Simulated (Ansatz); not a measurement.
Nudged elastic band, with input and output: TiSi₁₆ (part 3 of 3)

Continued. System: TiSi₁₆ (defect cell, 17 atoms in the cell). Method: DFT LDA, scalar-relativistic, plane waves, PAW, PAW set soft_1, no spin polarisation (Ansatz 0.2.0); cutoff 420 eV, 2×2×2 k-mesh, Gaussian smearing of 0.02 eV. It belongs to a series of runs on one base structure; here: band between the two ends.

Geometry of the input (Å; fractional positions):
```
0.0000  5.4300  5.4300
5.4300  0.0000  5.4300
5.4300  5.4300  0.0000
Si 0.0091  -0.0010  0.0043
Si 0.1278  0.1307  0.1282
Si 0.0092  -0.0025  0.5026
Si 0.1440  0.1207  0.6241
Si 0.0003  0.5014  0.0072
Si 0.1254  0.6259  0.1282
Si 0.0051  0.5041  0.5028
Si 0.1241  0.6251  0.6367
Si 0.5017  0.0021  0.0054
Si 0.6266  0.1272  0.1368
Si 0.5086  0.0061  0.4999
Si 0.6262  0.1275  0.6236
Si 0.4983  0.5088  0.0053
Si 0.6298  0.6282  0.1284
Si 0.4963  0.5093  0.5027
Si 0.6205  0.6422  0.6250
Ti 0.7559  0.2551  0.7516
```

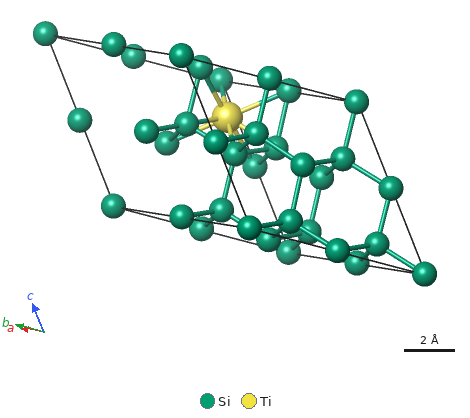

**Figure 1.** The input geometry (ball-and-stick view of the cell of the calculation, seen at an oblique angle).

**Output, continued**
```
  k-point 1: bands = ["-48.8984", "-25.6559", "-25.5625", "-25.5556", "-4.3803", "-4.3528", "-2.6348", "-2.5122", "-2.4831", "-2.4218", "-2.2719", "-2.2601", "0.0609", "0.2001", "0.3914", "0.4136", "0.4997", "0.5863", "2.5743", "2.8040", "3.0555", "3.0794", "3.1593", "3.2190", "3.2417", "3.3780", "4.2712", "4.2902", "4.4560", "4.5093", "4.6133", "4.8061", "5.6304", "5.9138", "5.9423", "6.2789", "6.5144", "7.3070", "7.6819", "7.9464", "7.9651", "8.1404", "8.1825", "8.2897", "8.5794", "8.6189", "8.6874", "9.3161", "10.0252", "10.3128", "10.4518", "10.5967", "10.9977", "11.0736", "11.2671"]
  k-point 2: bands = ["-48.8984", "-25.6559", "-25.5625", "-25.5556", "-4.3803", "-4.3528", "-2.6331", "-2.5150", "-2.4860", "-2.4183", "-2.2692", "-2.2618", "0.0589", "0.1968", "0.3854", "0.4157", "0.5020", "0.5945", "2.5751", "2.8037", "3.0550", "3.0756", "3.1628", "3.2224", "3.2363", "3.3744", "4.2691", "4.2918", "4.4568", "4.5130", "4.6128", "4.8047", "5.6285", "5.9198", "5.9402", "6.2855", "6.5144", "7.3122", "7.6823", "7.9402", "7.9690", "8.1381", "8.1815", "8.2879", "8.5771", "8.6186", "8.6873", "9.3109", "10.0165", "10.3137", "10.4662", "10.5912", "11.0050", "11.0758", "11.2662"]
  k-point 7: bands = ["-48.8984", "-25.6559", "-25.5625", "-25.5556", "-4.4035", "-4.3518", "-2.6190", "-2.5269", "-2.4594", "-2.4556", "-2.2408", "-2.2395", "0.1103", "0.1792", "0.1868", "0.5122", "0.6412", "0.6485", "2.6806", "2.8263", "2.9815", "2.9836", "3.0259", "3.1193", "3.1919", "3.1923", "4.4826", "4.4894", "4.7233", "4.7321", "4.8421", "4.8434", "4.9997", "5.0053", "6.0336", "6.0353", "7.0750", "7.0771", "7.5602", "7.7716", "8.1216", "8.1241", "8.4308", "8.4393", "8.5672", "8.8628", "9.1686", "10.0755", "10.0760", "10.3346", "10.3354", "10.8481", "11.0568", "11.0591", "11.0611"]
this run last wrote the band of iteration 10 to [file]; this run last wrote the band within `neb.f_tol` of iteration 6 to [file]
--- NEB band (7 images, 10 band iterations, 647 SCF iterations) ---
  forward barrier  = 1.738507 eV
  backward barrier = 1.738428 eV
  lagrangian_above_aufbau_ev (what the smearing adds, to first order; not taken off the barriers): saddle image -0.005319 eV, end points -0.001829 and -0.001012 eV
  climbing image's point = of a kind that is not told: the force calls were inconclusive, a negative curvature could not be distinguished from the path's own, the only one lies far off the path, or fixed occupations may fill a level only in part (lowest curvatures found: -4.06 and 0.05 eV/Å²)
  energies are F+E_penalty+E_count in eV, relative to image 0
  image     s (Å)  Δ vs image 0  max|band force component| (eV/Å)
      0    0.0000      0.000000                                 —
      1    0.5123      0.160605                          5.821e-3
      2    1.0245      1.092506                          5.806e-3
  *   3    1.5366      1.738507                          2.876e-3
      4    2.0411      1.109043                          6.030e-3
      5    2.5456      0.176076                          6.096e-3
      6    3.0502      0.000078                                 —
  climbing-image geometry (image 3):
  cell:  # Å, volume = 320.2060 Å³
    - [0.0, 5.43, 5.43]
    - [5.43, 0.0, 5.43]
    - [5.43, 5.43, 0.0]
  atoms:
    - { symbol: Si, position: [0.011572948829587218, -0.021879310308247246, 0.011656983347939208] }
    - { symbol: Si, position: [0.12587452904939223, 0.12021429695556923, 0.12609068522208972] }
    - { symbol: Si, position: [0.011775017135334366, 0.006183024176316233, 0.4994731047050099] }
    - { symbol: Si, position: [0.15399410129293148, 0.12050129345988739, 0.6136751908868718] }
    - { symbol: Si, position: [-0.01582029542851454, 0.4914051296734859, -0.016073115453988956] }
    - { symbol: Si, position: [0.10994355842116937, 0.6171346609783981, 0.10900597813353713] }
    - { symbol: Si, position: [0.01095289590707016, 0.5183435740964705, 0.470347005133586] }
    - { symbol: Si, position: [0.12550296066938232, 0.6328094464719773, 0.6124136638816192] }
    - { symbol: Si, position: [0.4992635386578247, 0.006582106698831053, 0.013155093535251572] }
    - { symbol: Si, position: [0.613855048522755, 0.12119686871820237, 0.15502867777324159] }
    - { symbol: Si, position: [0.514926000309968, 0.02248976371856548, 0.5163798806461954] }
    - { symbol: Si, position: [0.6406399785651584, 0.14807025222592213, 0.6416637868800561] }
    - { symbol: Si, position: [0.47087178353724357, 0.5190191646033863, 0.011693081667065341] }
    - { symbol: Si, position: [0.6130386985992575, 0.6332089846068638, 0.1261107178840506] }
    - { symbol: Si, position: [0.4988900404621819, 0.5192596279168256, 0.49949095937270593] }
    - { symbol: Si, position: [0.6132102125743337, 0.6615025723201877, 0.6137060730998152] }
    - { symbol: Ti, position: [0.8124151128949246, 0.3197976786873591, 0.8126597032849565] }
```

**The last band as extended XYZ (Å, eV, eV/Å)**
```
17
Lattice="0.0000 5.4300 5.4300 5.4300 0.0000 5.4300 5.4300 5.4300 0.0000" Properties=species:S:1:pos:R:3:forces:R:3 image=0 energy=-12186.82642
Si    0.0184    0.0733    0.0444    0.0105  -0.0033   0.0016
Si    1.4056    1.3897    1.4035    0.0086   0.0039   0.0036
Si    2.7158    2.7793    0.0368   -0.0046  -0.0258   0.0039
Si    4.0441    4.1709    1.4375    0.0074   0.0043   0.0114
Si    2.7618    0.0410    2.7243   -0.0103  -0.0048  -0.0003
Si    4.0948    1.3766    4.0795    0.0056   0.0024  -0.0146
Si    5.4673    2.7578    2.7645    0.0017  -0.0075   0.0104
Si    6.8515    4.1314    4.0679    0.0052  -0.0009  -0.0141
Si    0.0406    2.7534    2.7358   -0.0033  -0.0013  -0.0130
Si    1.4333    4.1453    4.0930    0.0023   0.0146  -0.0089
Si    2.7474    5.4764    2.7949    0.0070  -0.0067  -0.0151
Si    4.0785    6.7867    4.0924    0.0009   0.0146   0.0088
Si    2.7914    2.7343    5.4683   -0.0048   0.0064   0.0092
Si    4.1082    4.1168    6.8306    0.0059   0.0055   0.0065
Si    5.4952    5.4243    5.4605   -0.0213   0.0015   0.0122
Si    6.8807    6.7631    6.8566    0.0020   0.0081   0.0180
Ti    5.4661    8.1855    5.4898   -0.0128  -0.0109  -0.0195
17
Lattice="0.0000 5.4300 5.4300 5.4300 0.0000 5.4300 5.4300 5.4300 0.0000" Properties=species:S:1:pos:R:3:forces:R:3 image=1 energy=-12186.66581
Si   -0.0237    0.0959   -0.0240    0.0673  -0.0238   0.0685
Si    1.3639    1.3862    1.3632    0.0622   0.0204   0.0612
Si    2.7399    2.8067    0.1015    0.0167   0.0213   0.0226
Si    4.0666    4.1966    1.4925    0.1676  -0.0005  -0.0031
Si    2.6378   -0.0897    2.6389    0.0957   0.0967   0.0946
Si    3.9825    1.2539    3.9847    0.0845   0.0845   0.0809
Si    5.4035    2.6740    2.8206    0.0697   0.0718  -0.0164
Si    6.7909    4.0627    4.1102    0.0651   0.0653   0.0199
Si    0.1083    2.8110    2.7406    0.0187   0.0176   0.0105
Si    1.4983    4.2011    4.0698   -0.0005  -0.0039   0.1669
Si    2.8800    5.5793    2.8754   -0.0717  -0.0692  -0.0663
Si    4.1959    6.8965    4.1914   -0.1351  -0.1386  -0.1301
Si    2.8245    2.6776    5.4068   -0.0262   0.0676   0.0665
Si    4.1140    4.0664    6.7940    0.0179   0.0615   0.0603
Si    5.5356    5.4409    5.5331    0.0195   0.0164   0.0197
Si    6.9252    6.7662    6.9240    0.0013   0.1657  -0.0047
Ti    5.5906    8.2909    5.5875   -0.4528  -0.4528  -0.4510
17
Lattice="0.0000 5.4300 5.4300 5.4300 0.0000 5.4300 5.4300 5.4300 0.0000" Properties=species:S:1:pos:R:3:forces:R:3 image=2 energy=-12185.73391
Si   -0.0477    0.1104   -0.0482    0.0852  -0.0549   0.0844
Si    1.3455    1.3744    1.3447    0.0877   0.0246   0.0905
Si    2.7433    2.7954    0.1037    0.0446   0.0787   0.0805
Si    3.9878    4.1973    1.5062    0.0559   0.1182   0.1160
Si    2.5991   -0.1420    2.6013    0.1283   0.1297   0.1284
Si    3.9486    1.2076    3.9528    0.0759   0.0748   0.0738
Si    5.3774    2.6353    2.8463    0.0883   0.0891  -0.0548
Si    6.7703    4.0289    4.1114    0.0913   0.0909   0.0269
Si    0.1130    2.8015    2.7452    0.0808   0.0797   0.0459
Si    1.5150    4.2035    3.9933    0.1179   0.1159   0.0613
Si    2.9326    5.6195    2.9256    0.0805   0.0814   0.0822
Si    4.2823    6.9703    4.2778    0.0303   0.0310   0.0383
Si    2.8528    2.6411    5.3828   -0.0559   0.0849   0.0832
Si    4.1162    4.0347    6.7754    0.0244   0.0874   0.0905
Si    5.5380    5.4321    5.5348    0.0786   0.0455   0.0794
Si    6.9400    6.6763    6.9376    0.1196   0.0574   0.1153
Ti    5.8526    8.5402    5.8494   -1.1335  -1.1343  -1.1416
17
Lattice="0.0000 5.4300 5.4300 5.4300 0.0000 5.4300 5.4300 5.4300 0.0000" Properties=species:S:1:pos:R:3:forces:R:3 image=3 energy=-12185.08791
Si   -0.0555    0.1261   -0.0560   -0.0006   0.0009   0.0016
Si    1.3374    1.3682    1.3363   -0.0018  -0.0028  -0.0007
Si    2.7457    2.7761    0.0975    0.0020   0.0001   0.0007
Si    3.9866    4.1684    1.4905    0.0014   0.0013   0.0005
Si    2.5811   -0.1732    2.5824   -0.0008  -0.0006  -0.0008
Si    3.9429    1.1889    3.9480    0.0011   0.0007   0.0012
Si    5.3686    2.6135    2.8741   -0.0006   0.0010  -0.0004
Si    6.7616    4.0069    4.1176   -0.0008  -0.0006  -0.0021
Si    0.1072    2.7824    2.7467    0.0012   0.0004   0.0022
Si    1.4999    4.1750    3.9913    0.0014   0.0000   0.0021
Si    2.9261    5.6000    2.9182   -0.0025  -0.0023  -0.0025
Si    4.2883    6.9629    4.2827    0.0003   0.0003   0.0004
Si    2.8818    2.6203    5.3751    0.0008  -0.0001   0.0005
Si    4.1231    4.0136    6.7671   -0.0026  -0.0015  -0.0005
Si    5.5318    5.4212    5.5286    0.0003   0.0020   0.0002
Si    6.9244    6.6622    6.9217    0.0019   0.0014  -0.0003
Ti    6.1492    8.8242    6.1479   -0.0008  -0.0003  -0.0021
17
Lattice="0.0000 5.4300 5.4300 5.4300 0.0000 5.4300 5.4300 5.4300 0.0000" Properties=species:S:1:pos:R:3:forces:R:3 image=4 energy=-12185.71738
Si   -0.0701    0.1137   -0.0717   -0.1206  -0.0527  -0.1126
Si    1.3317    1.3579    1.3302   -0.0799  -0.0425  -0.0787
Si    2.7528    2.7556    0.0893   -0.0237  -0.0886  -0.0896
Si    4.0159    4.1481    1.4835    0.0579  -0.0837  -0.0826
Si    2.5864   -0.1808    2.5859   -0.0350  -0.0371  -0.0388
Si    3.9355    1.1684    3.9410   -0.0833  -0.0841  -0.0853
Si    5.3535    2.5842    2.8738   -0.1193  -0.1153  -0.0579
Si    6.7555    3.9878    4.1189   -0.0780  -0.0781  -0.0479
Si    0.0990    2.7612    2.7532   -0.0907  -0.0912  -0.0256
Si    1.4917    4.1541    4.0197   -0.0857  -0.0883   0.0544
Si    2.9207    5.5816    2.9133   -0.0751  -0.0746  -0.0710
Si    4.2707    6.9323    4.2644   -0.1278  -0.1276  -0.1318
Si    2.8819    2.5920    5.3598   -0.0520  -0.1188  -0.1150
Si    4.1258    3.9946    6.7609   -0.0433  -0.0797  -0.0785
Si    5.5241    5.4151    5.5200   -0.0890  -0.0242  -0.0903
Si    6.9167    6.6778    6.9146   -0.0833   0.0562  -0.0848
Ti    6.4414    9.1035    6.4426    1.1288   1.1304   1.1359
17
Lattice="0.0000 5.4300 5.4300 5.4300 0.0000 5.4300 5.4300 5.4300 0.0000" Properties=species:S:1:pos:R:3:forces:R:3 image=5 energy=-12186.65034
Si   -0.0566    0.0243   -0.0584   -0.0047  -0.1792   0.0022
Si    1.3335    1.3486    1.3306   -0.0271  -0.0144  -0.0248
Si    2.7554    2.7250    0.0724   -0.0196  -0.0636  -0.0629
Si    4.0439    4.1123    1.4615    0.0266  -0.0702  -0.0717
Si    2.6691   -0.1106    2.6681    0.1379   0.1368   0.1428
Si    3.9846    1.2042    3.9885    0.0709   0.0704   0.0624
Si    5.3680    2.5852    2.7985    0.0001   0.0023  -0.1786
Si    6.7586    3.9772    4.1250   -0.0187  -0.0193  -0.0145
Si    0.0805    2.7294    2.7541   -0.0684  -0.0683  -0.0245
Si    1.4679    4.1169    4.0441   -0.0742  -0.0754   0.0203
Si    2.8899    5.5383    2.8841   -0.0855  -0.0842  -0.0850
Si    4.2351    6.8836    4.2287   -0.0987  -0.0995  -0.0974
Si    2.8043    2.5914    5.3726   -0.1806  -0.0035   0.0011
Si    4.1295    3.9829    6.7615   -0.0165  -0.0276  -0.0247
Si    5.5067    5.4043    5.5030   -0.0639  -0.0206  -0.0631
Si    6.8938    6.6927    6.8921   -0.0704   0.0241  -0.0733
Ti    6.7022    9.3515    6.7031    0.4928   0.4918   0.4919
17
Lattice="0.0000 5.4300 5.4300 5.4300 0.0000 5.4300 5.4300 5.4300 0.0000" Properties=species:S:1:pos:R:3:forces:R:3 image=6 energy=-12186.82634
Si    0.0063   -0.0150    0.0021    0.0111  -0.0135   0.0035
Si    1.4030    1.3412    1.3932   -0.0189   0.0165   0.0144
Si    2.7710    2.6700    0.0314   -0.0027   0.0053  -0.0031
Si    4.0741    4.0411    1.4220   -0.0118  -0.0036  -0.0089
Si    2.7904   -0.0124    2.7868    0.0110  -0.0238   0.0177
Si    4.1091    1.2810    4.1190    0.0011   0.0235  -0.0057
Si    5.4016    2.6344    2.8073    0.0198   0.0013   0.0097
Si    6.8133    4.0253    4.1423   -0.0021   0.0116  -0.0055
Si    0.0414    2.6725    2.7632    0.0050   0.0020  -0.0059
Si    1.4260    4.0469    4.0702   -0.0193  -0.0164  -0.0123
Si    2.7824    5.4399    2.7771   -0.0038  -0.0096  -0.0079
Si    4.1266    6.7772    4.1163   -0.0028  -0.0006  -0.0016
Si    2.8042    2.6408    5.4068    0.0106  -0.0009   0.0040
Si    4.1458    4.0293    6.8130   -0.0036   0.0040   0.0033
Si    5.4541    5.4156    5.4513    0.0075  -0.0064  -0.0006
Si    6.8258    6.7344    6.8299    0.0004  -0.0001   0.0022
Ti    6.8244    9.4456    6.8273   -0.0015   0.0106  -0.0035
```

**Key numbers**

| quantity | value |
| --- | --- |
| outcome | converged |
| barrier, forward | 1.738 eV |
| barrier, backward | 1.738 eV |
| electrons treated | 76 |
| wall time | 9.7 min |
| peak memory | 0.84 GiB |

Warnings of the run: the PAW datasets were made with another functional. The k-point mesh is coarse for a cell of this size, so the results may not be converged.
